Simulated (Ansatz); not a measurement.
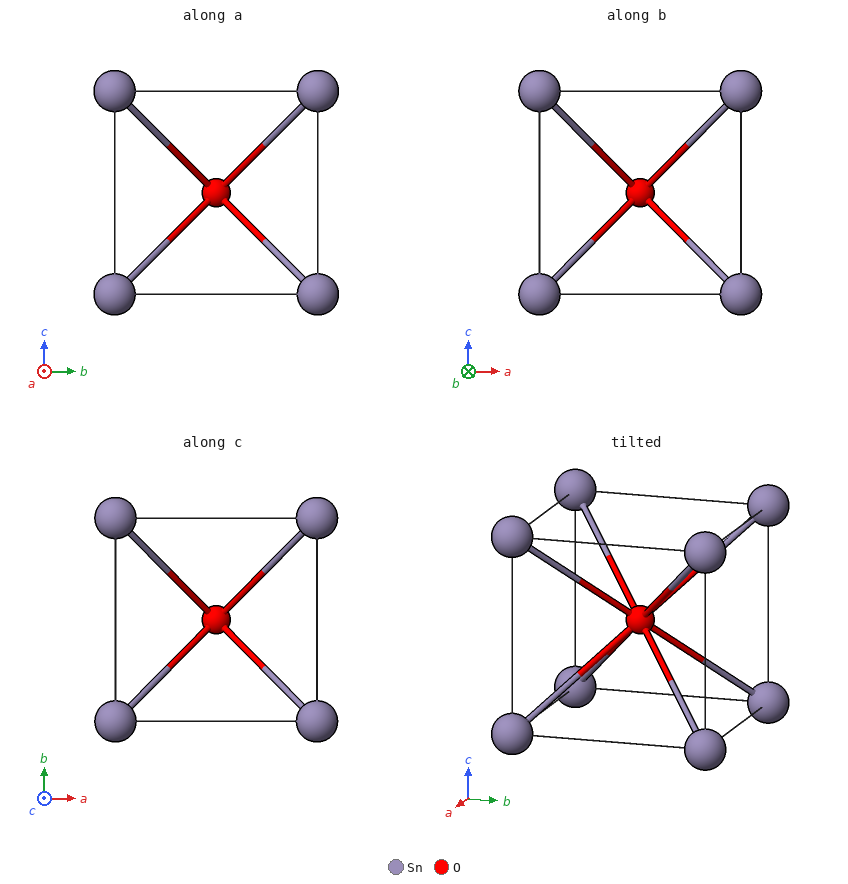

We look at a ball-and-stick model of the crystal along the a axis, along the b axis, along the c axis and slightly off an axis. One unit cell is outlined, and atoms on its boundary appear in each equivalent place.

Lattice parameters: a = 3.0758 Å, b = 3.1034 Å, c = 3.1034 Å, α = 90.000°, β = 90.000°, γ = 90.000°.

**Write down what is shown as a CIF in P1 with every atom of the cell.**

```cif
data_structure
_symmetry_space_group_name_H-M 'P 1'
_symmetry_Int_Tables_number 1
_cell_length_a 3.0758
_cell_length_b 3.1034
_cell_length_c 3.1034
_cell_angle_alpha 90.000
_cell_angle_beta 90.000
_cell_angle_gamma 90.000
_cell_volume 29.62
loop_
_atom_site_label
_atom_site_type_symbol
_atom_site_fract_x
_atom_site_fract_y
_atom_site_fract_z
_atom_site_occupancy
Sn1 Sn 0.0000 0.0000 0.0000 1
O1 O 0.5000 0.5000 0.5000 1
```

Origin of the cell: a structure type filled with these elements by a generator (whether the compound takes this form wasn't checked). The cell was then strained or its atoms displaced on purpose. An electronic-structure calculation with Ansatz was run on it.
